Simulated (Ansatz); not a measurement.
## Run report: La$_{5}$O, geometry relaxation (part 3 of 3)

The same run, continued: La$_{5}$O (P-62m, 6 atoms in the cell); DFT PBE, scalar-relativistic, plane waves, PAW, no spin polarisation (Ansatz 0.2.0); cutoff 420 eV, 6×6×8 k-mesh, Gaussian smearing of 0.1 eV. The structure was made by a generator, so it may or may not be a known phase.

Geometry of the input (Å; fractional positions):
```
6.7723  0.0000  0.0000
-3.3862  5.8650  0.0000
0.0000  0.0000  5.5040
La 0.5031  0.0000  0.0000
La 0.6667  0.3333  0.5000
La 0.4969  0.4969  0.0000
La 0.3333  0.6667  0.5000
La -0.0000  0.5031  0.0000
O  0.0000  0.0000  0.5000
```

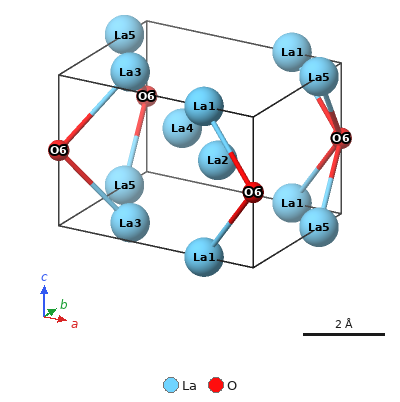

*The geometry at step 16 of the log (ball-and-stick view of the cell of the calculation, seen slightly off an axis; atoms are numbered from 1 in the order of the input).*

**Trajectory as extended XYZ, continued**
```
6
Lattice="5.9339 0.0000 0.0000 -2.9670 5.1389 0.0000 0.0000 0.0000 5.8545" Properties=species:S:1:pos:R:3:forces:R:3 step=8 energy=-31815.29740 pressure_GPa=-0.65
La    4.0393    0.0000    0.0000    0.4532   0.0000   0.0000
La    2.9670    1.7130    2.9273    0.0000   0.0000   0.0000
La    0.9473    1.6408    0.0000   -0.2266  -0.3924   0.0000
La    0.0000    3.4260    2.9273    0.0000   0.0000   0.0000
La   -2.0197    3.4982    0.0000   -0.2266   0.3924   0.0000
O     0.0000    0.0000    2.9273    0.0000   0.0000   0.0000
6
Lattice="5.9749 0.0000 0.0000 -2.9875 5.1745 0.0000 0.0000 0.0000 5.6093" Properties=species:S:1:pos:R:3:forces:R:3 step=9 energy=-31815.39514 pressure_GPa=0.75
La    4.2394    0.0000    0.0000   -0.6332   0.0000   0.0000
La    2.9875    1.7248    2.8047    0.0000   0.0000   0.0000
La    0.8678    1.5031    0.0000    0.3166   0.5483   0.0000
La    0.0000    3.4496    2.8047    0.0000   0.0000   0.0000
La   -2.1197    3.6714    0.0000    0.3166  -0.5483   0.0000
O     0.0000    0.0000    2.8047    0.0000   0.0000   0.0000
6
Lattice="6.0950 0.0000 0.0000 -3.0475 5.2784 0.0000 0.0000 0.0000 5.4382" Properties=species:S:1:pos:R:3:forces:R:3 step=10 energy=-31815.58045 pressure_GPa=0.27
La    4.3091    0.0000    0.0000   -0.1454   0.0000   0.0000
La    3.0475    1.7595    2.7191    0.0000   0.0000   0.0000
La    0.8929    1.5466    0.0000    0.0727   0.1259   0.0000
La    0.0000    3.5190    2.7191    0.0000   0.0000   0.0000
La   -2.1546    3.7318    0.0000    0.0727  -0.1259   0.0000
O     0.0000    0.0000    2.7191    0.0000   0.0000   0.0000
6
Lattice="6.2658 0.0000 0.0000 -3.1329 5.4263 0.0000 0.0000 0.0000 5.1696" Properties=species:S:1:pos:R:3:forces:R:3 step=11 energy=-31815.80687 pressure_GPa=-0.01
La    4.4619    0.0000    0.0000    0.0448   0.0000   0.0000
La    3.1329    1.8088    2.5848    0.0000   0.0000   0.0000
La    0.9020    1.5622    0.0000   -0.0224  -0.0388   0.0000
La    0.0000    3.6176    2.5848    0.0000   0.0000   0.0000
La   -2.2309    3.8641    0.0000   -0.0224   0.0388   0.0000
O     0.0000    0.0000    2.5848    0.0000   0.0000   0.0000
6
Lattice="6.4191 0.0000 0.0000 -3.2096 5.5591 0.0000 0.0000 0.0000 4.9011" Properties=species:S:1:pos:R:3:forces:R:3 step=12 energy=-31816.08755 pressure_GPa=-0.11
La    4.6187    0.0000    0.0000    0.0092   0.0000   0.0000
La    3.2096    1.8530    2.4505    0.0000   0.0000   0.0000
La    0.9002    1.5592    0.0000   -0.0046  -0.0080   0.0000
La    0.0000    3.7061    2.4505    0.0000   0.0000   0.0000
La   -2.3094    3.9999    0.0000   -0.0046   0.0080   0.0000
O     0.0000    0.0000    2.4505    0.0000   0.0000   0.0000
6
Lattice="6.5599 0.0000 0.0000 -3.2800 5.6811 0.0000 0.0000 0.0000 4.6327" Properties=species:S:1:pos:R:3:forces:R:3 step=13 energy=-31816.39758 pressure_GPa=0.15
La    4.7621    0.0000    0.0000   -0.0504   0.0000   0.0000
La    3.2800    1.8937    2.3164    0.0000   0.0000   0.0000
La    0.8989    1.5570    0.0000    0.0252   0.0436   0.0000
La    0.0000    3.7874    2.3164    0.0000   0.0000   0.0000
La   -2.3810    4.1241    0.0000    0.0252  -0.0436   0.0000
O     0.0000    0.0000    2.3164    0.0000   0.0000   0.0000
6
Lattice="6.7149 0.0000 0.0000 -3.3575 5.8153 0.0000 0.0000 0.0000 4.3610" Properties=species:S:1:pos:R:3:forces:R:3 step=14 energy=-31816.68055 pressure_GPa=0.75
La    4.8981    0.0000    0.0000    0.1273   0.0000   0.0000
La    3.3575    1.9384    2.1805    0.0000   0.0000   0.0000
La    0.9084    1.5734    0.0000   -0.0636  -0.1102   0.0000
La    0.0000    3.8769    2.1805    0.0000   0.0000   0.0000
La   -2.4490    4.2419    0.0000   -0.0636   0.1102   0.0000
O     0.0000    0.0000    2.1805    0.0000   0.0000   0.0000
6
Lattice="6.9469 0.0000 0.0000 -3.4735 6.0162 0.0000 0.0000 0.0000 4.0925" Properties=species:S:1:pos:R:3:forces:R:3 step=15 energy=-31817.00011 pressure_GPa=1.35
La    5.1312    0.0000    0.0000    0.0529   0.0000   0.0000
La    3.4735    2.0054    2.0463    0.0000   0.0000   0.0000
La    0.9079    1.5725    0.0000   -0.0264  -0.0458   0.0000
La    0.0000    4.0108    2.0463    0.0000   0.0000   0.0000
La   -2.5656    4.4438    0.0000   -0.0264   0.0458   0.0000
O     0.0000    0.0000    2.0463    0.0000   0.0000   0.0000
6
Lattice="7.2038 0.0000 0.0000 -3.6019 6.2387 0.0000 0.0000 0.0000 3.8304" Properties=species:S:1:pos:R:3:forces:R:3 step=16 energy=-31817.43168 pressure_GPa=1.87
La    5.3824    0.0000    0.0000   -0.2229   0.0000   0.0000
La    3.6019    2.0796    1.9152    0.0000   0.0000   0.0000
La    0.9107    1.5774    0.0000    0.1114   0.1930   0.0000
La    0.0000    4.1591    1.9152    0.0000   0.0000   0.0000
La   -2.6912    4.6613    0.0000    0.1114  -0.1930   0.0000
O     0.0000    0.0000    1.9152    0.0000   0.0000   0.0000
6
Lattice="7.5231 0.0000 0.0000 -3.7616 6.5152 0.0000 0.0000 0.0000 3.5614" Properties=species:S:1:pos:R:3:forces:R:3 step=17 energy=-31817.73838 pressure_GPa=1.28
La    5.6243    0.0000    0.0000   -0.1750   0.0000   0.0000
La    3.7616    2.1717    1.7807    0.0000   0.0000   0.0000
La    0.9494    1.6444    0.0000    0.0875   0.1516   0.0000
La    0.0000    4.3435    1.7807    0.0000   0.0000   0.0000
La   -2.8122    4.8708    0.0000    0.0875  -0.1516   0.0000
O     0.0000    0.0000    1.7807    0.0000   0.0000   0.0000
6
Lattice="7.7902 0.0000 0.0000 -3.8951 6.7465 0.0000 0.0000 0.0000 3.6598" Properties=species:S:1:pos:R:3:forces:R:3 step=18 energy=-31817.12760 pressure_GPa=-3.23 accepted=F
La    5.5992    0.0000    0.0000    1.3648   0.0000   0.0000
La    3.8951    2.2488    1.8299    0.0000   0.0000   0.0000
La    1.0955    1.8975    0.0000   -0.6824  -1.1819   0.0000
La    0.0000    4.4977    1.8299    0.0000   0.0000   0.0000
La   -2.7996    4.8490    0.0000   -0.6824   1.1819   0.0000
O     0.0000    0.0000    1.8299    0.0000   0.0000   0.0000
6
Lattice="7.6808 0.0000 0.0000 -3.8404 6.6518 0.0000 0.0000 0.0000 3.5233" Properties=species:S:1:pos:R:3:forces:R:3 step=19 energy=-31817.77691 pressure_GPa=-0.08
La    5.7252    0.0000    0.0000    0.0470   0.0000   0.0000
La    3.8404    2.2173    1.7617    0.0000   0.0000   0.0000
La    0.9778    1.6936    0.0000   -0.0235  -0.0407   0.0000
La    0.0000    4.4345    1.7617    0.0000   0.0000   0.0000
La   -2.8626    4.9582    0.0000   -0.0235   0.0407   0.0000
O     0.0000    0.0000    1.7617    0.0000   0.0000   0.0000
6
Lattice="7.6931 0.0000 0.0000 -3.8465 6.6624 0.0000 0.0000 0.0000 3.5132" Properties=species:S:1:pos:R:3:forces:R:3 step=20 energy=-31817.77751 pressure_GPa=-0.02
La    5.7408    0.0000    0.0000   -0.0038   0.0000   0.0000
La    3.8465    2.2208    1.7566    0.0000   0.0000   0.0000
La    0.9762    1.6908    0.0000    0.0019   0.0033   0.0000
La    0.0000    4.4416    1.7566    0.0000   0.0000   0.0000
La   -2.8704    4.9716    0.0000    0.0019  -0.0033   0.0000
O     0.0000    0.0000    1.7566    0.0000   0.0000   0.0000
6
Lattice="7.6931 0.0000 0.0000 -3.8465 6.6624 0.0000 0.0000 0.0000 3.5132" Properties=species:S:1:pos:R:3:forces:R:3 step=21 energy=-31817.84486 pressure_GPa=0.46
La    5.7408    0.0000    0.0000   -0.0029   0.0000   0.0000
La    3.8465    2.2208    1.7566    0.0000   0.0000   0.0000
La    0.9762    1.6908    0.0000    0.0014   0.0025   0.0000
La    0.0000    4.4416    1.7566    0.0000   0.0000   0.0000
La   -2.8704    4.9716    0.0000    0.0014  -0.0025   0.0000
O     0.0000    0.0000    1.7566    0.0000   0.0000   0.0000
6
Lattice="7.8048 0.0000 0.0000 -3.9024 6.7591 0.0000 0.0000 0.0000 3.4843" Properties=species:S:1:pos:R:3:forces:R:3 step=22 energy=-31817.85327 pressure_GPa=0.01
La    5.8341    0.0000    0.0000   -0.0091   0.0000   0.0000
La    3.9024    2.2530    1.7421    0.0000   0.0000   0.0000
La    0.9853    1.7066    0.0000    0.0046   0.0079   0.0000
La    0.0000    4.5061    1.7421    0.0000   0.0000   0.0000
La   -2.9171    5.0525    0.0000    0.0046  -0.0079   0.0000
O     0.0000    0.0000    1.7421    0.0000   0.0000   0.0000
6
Lattice="7.7966 0.0000 0.0000 -3.8983 6.7521 0.0000 0.0000 0.0000 3.4893" Properties=species:S:1:pos:R:3:forces:R:3 step=23 energy=-31817.85345 pressure_GPa=-0.00
La    5.8266    0.0000    0.0000   -0.0003   0.0000   0.0000
La    3.8983    2.2507    1.7447    0.0000   0.0000   0.0000
La    0.9850    1.7061    0.0000    0.0001   0.0002   0.0000
La    0.0000    4.5014    1.7447    0.0000   0.0000   0.0000
La   -2.9133    5.0460    0.0000    0.0001  -0.0002   0.0000
O     0.0000    0.0000    1.7447    0.0000   0.0000   0.0000
6
Lattice="7.7966 0.0000 0.0000 -3.8983 6.7521 0.0000 0.0000 0.0000 3.4893" Properties=species:S:1:pos:R:3:forces:R:3 step=24 energy=-31817.85541 pressure_GPa=0.02
La    5.8266    0.0000    0.0000   -0.0003   0.0000   0.0000
La    3.8983    2.2507    1.7447    0.0000   0.0000   0.0000
La    0.9850    1.7061    0.0000    0.0002   0.0003   0.0000
La    0.0000    4.5014    1.7447    0.0000   0.0000   0.0000
La   -2.9133    5.0460    0.0000    0.0002  -0.0003   0.0000
O     0.0000    0.0000    1.7447    0.0000   0.0000   0.0000
```

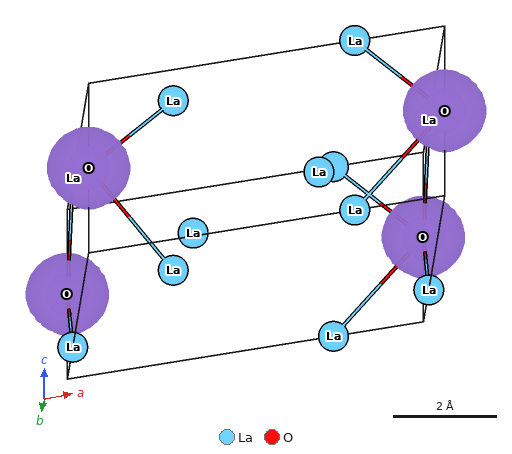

*Isosurface of the ELF at 0.75 (purple), seen at an oblique angle. Only the valence region is drawn (cores and ρ < 0.01 e/Å³ removed). Sticks mark near contacts. The outline is the cell set on symmetry axes.*

Profiles from the grid: La–O (2.63 Å): the ELF is about 0.15 at the midpoint; a polar contact without a shared pair, in a metal. In a PAW calculation such maps are meaningful between the atoms, not at the nuclei.

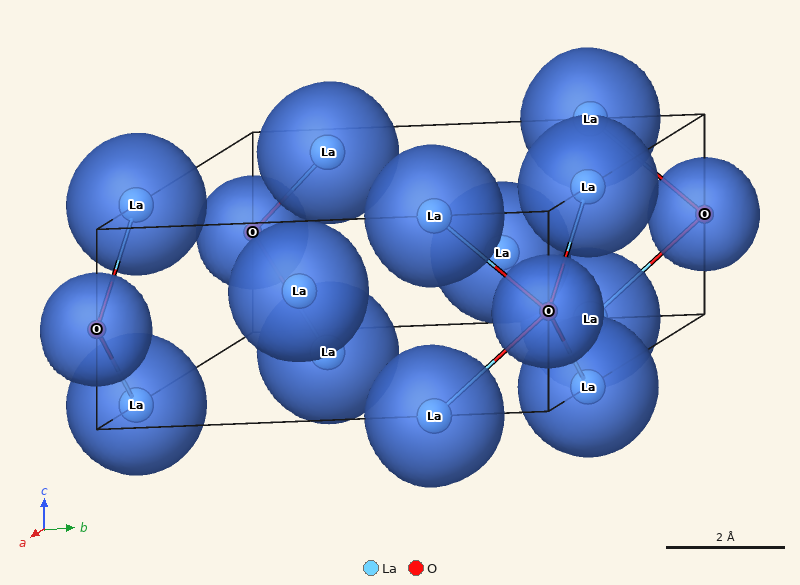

*Isosurface of the valence electron density at 0.4 e/Å³ (blue), seen slightly off an axis. Sticks mark near contacts. The outline is the cell set on symmetry axes.*

At this value the density breaks into separate islands; it holds about 70 % of the electrons treated as valence (semicore included). It is pinched off along the La–O (2.63 Å) contacts. On the grid the lowest density along these lines, outside the cores, is 0.27 e/Å³ (La–O, 2.63 Å).
